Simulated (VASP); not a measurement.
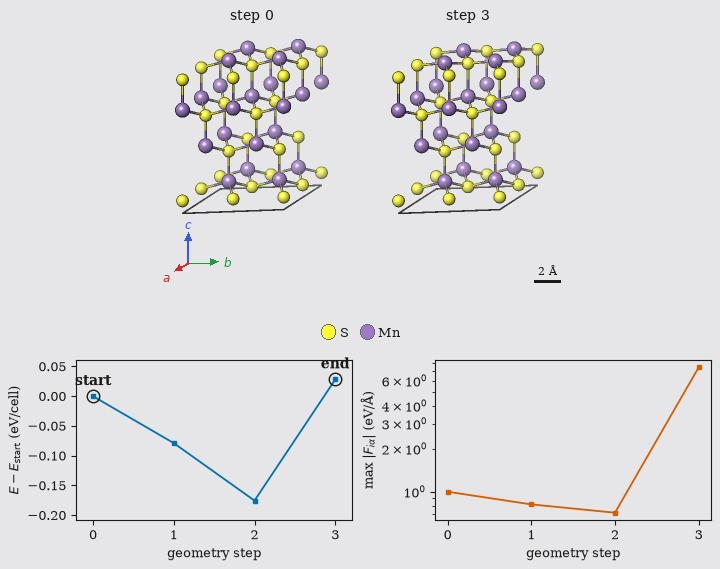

First and last geometry of a relaxation of a slab of composition MnS, with the history of the run. A ball-and-stick model of the 2 × 2 repeat of the cell, outlined in the plane, without the vacuum, seen slightly off an axis.

The run lets the atoms move in a fixed cell. 4 atoms are held fixed.

Method: Kohn-Sham DFT of a periodic cell, PBE with D3, VASP PAW PBE potentials, recommended (VASP 6.6.1).

Input file:
```
PREC = Accurate ; ENCUT = 520
EDIFF = 1E-6 ; ISMEAR = 0
SIGMA = 0.05 ; LREAL = False
LASPH = True ; NELM = 100
ALGO = Normal ; ISIF = 2
LWAVE = False ; LCHARG = False
ISPIN = 2 ; MAGMOM = 0 0 0 0 4 4 4 4
LORBIT = 11 ; LMAXMIX = 4
LDIPOL = True ; IDIPOL = 3
DIPOL = 0.5 0.5 0.500 ; GGA = PE
IVDW = 11 ; IBRION = 2
NSW = 40 ; EDIFFG = -0.01
```

Command:
```bash
cat potpaw_PBE.64/S/POTCAR potpaw_PBE.64/Mn_pv/POTCAR > POTCAR
mpirun -np 1 vasp_std > vasp.out
```

**Read the history and describe the run.**

The run was cut off at its time limit before the relaxation converged, so the last structure is only a point on the way. A Mn atom moves most: 0.20 Å along the normal (−c). By element the largest moves are Mn 0.20 Å, S 0.19 Å. The lattice vectors keep their values. Some distances before and after: Mn–S 2.425 → 2.645 Å, Mn–S 2.425 → 2.324 Å, Mn–S 2.425 → 2.463 Å, Mn–S 2.425 → 2.403 Å. Among the angles between lasting bonds that change: Mn–S–Mn 109.5° → 100.3°, S–Mn–S 109.5° → 116.9°, Mn–S–Mn 109.5° → 116.9°. After 3 geometry steps the energy has risen by 28.1 meV per cell of the calculation. Largest force component: 1 eV/Å at the start, 7.5 eV/Å at the end.

```json
{"step": "0", "E − E(0), meV/atom": "0.00", "largest force component, eV/Å": "1.0006"}
{"step": "1", "E − E(0), meV/atom": "-9.85", "largest force component, eV/Å": "0.8156"}
{"step": "2", "E − E(0), meV/atom": "-21.93", "largest force component, eV/Å": "0.7131"}
{"step": "3", "E − E(0), meV/atom": "3.52", "largest force component, eV/Å": "7.4532"}
```
